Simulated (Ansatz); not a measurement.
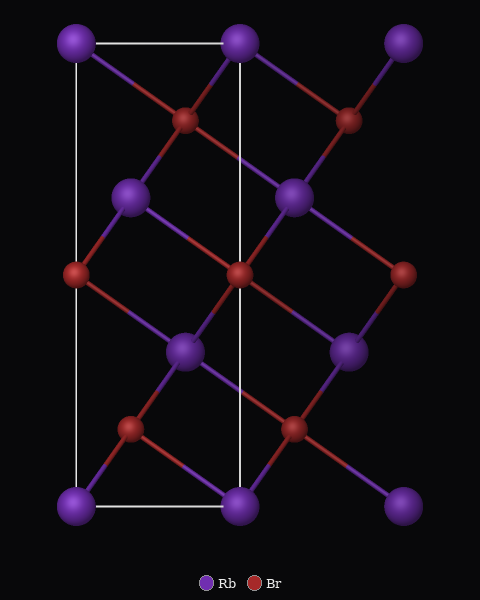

The picture looks along a close-packed row of the hexagonal mesh; [111] points upwards. Every atom sits on one of the three columns of the mesh; call them A, B, C in the order in which they first turn up. The box is the hexagonal cell of the face-centred cubic lattice. The sequence starts with the first layer at or above the cell's origin.

RbBr (space group Fm-3m, No. 225): the geometry relaxed with Ansatz 0.2.0, DFT PBE, scalar-relativistic, plane waves, PAW.

Question: Give the sequence of layers in one repeat, with element and column.

Answer: Rb(A) – Br(B) – Rb(C) – Br(A) – Rb(B) – Br(C) (six layers in 12.15 Å).

Question: How are the Br layers alone stacked?

Answer: Br layers alone: BAC, the cubic close-packed type.

Question: Which positions between or in the Br layers do the other atoms fill?

Answer: Rb: three octahedral sites, counted in one hexagonal cell.

Heights of the layers:

```csv
layer,atoms (column),height (Å),to next (Å)
1,Rb(A),0.00,2.03
2,Br(B),2.03,2.02
3,Rb(C),4.05,2.03
4,Br(A),6.08,2.03
5,Rb(B),8.10,2.02
6,Br(C),10.13,2.03
```
